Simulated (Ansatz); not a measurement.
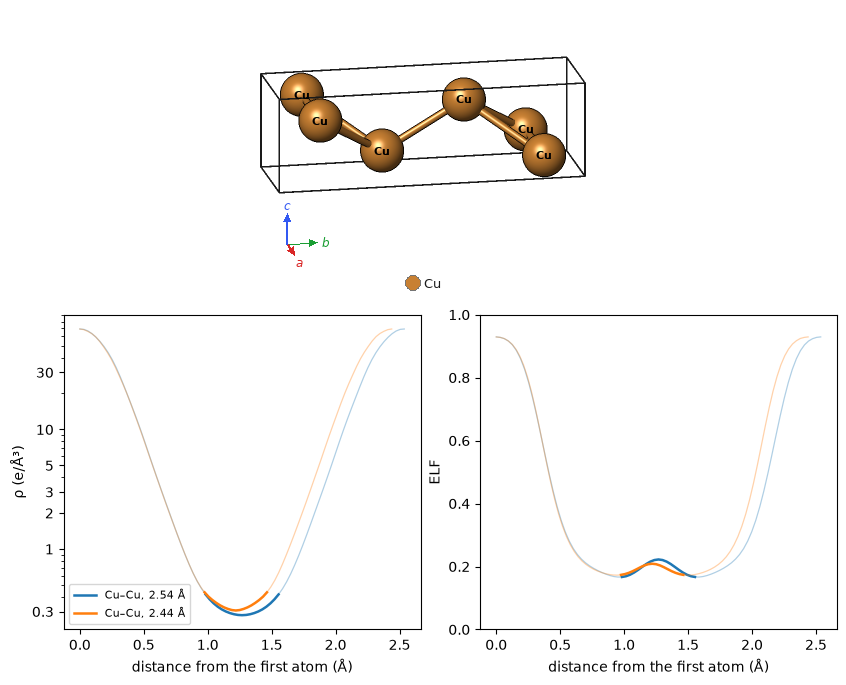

The picture shows: Cu. Valence pseudo-density and electron localisation function along straight lines between neighbouring atoms. Thin, pale parts lie inside the atomic spheres. The structure is drawn too.

Space group Cmcm; a structure from a database of computed crystals, not necessarily the ambient phase; computed without spin polarisation.

Level of theory: DFT r2SCAN, scalar-relativistic, plane waves, PAW (Ansatz).

The density is the valence pseudo-density of a PAW calculation; it isn't the true density close to the nuclei.

```xyz
4
Lattice="2.4386 0.0000 0.0000 0.0000 7.9552 0.0000 0.0000 0.0000 2.4771" Properties=species:S:1:pos:R:3 pbc="T T T"
Cu    0.0000    6.8905    0.6193
Cu    1.2193    2.9129    0.6193
Cu    0.0000    1.0647    1.8578
Cu    1.2193    5.0423    1.8578
```

### Compare the contacts.

Cu–Cu (2.54 Å): the density is about 0.28 e/Å³ at the midpoint; the ELF is about 0.20 at the midpoint (no shared electron pair shows on this line).
Cu–Cu (2.44 Å): the density is about 0.31 e/Å³ at the midpoint; the ELF is about 0.20 at the midpoint: no localised pair shows between them.
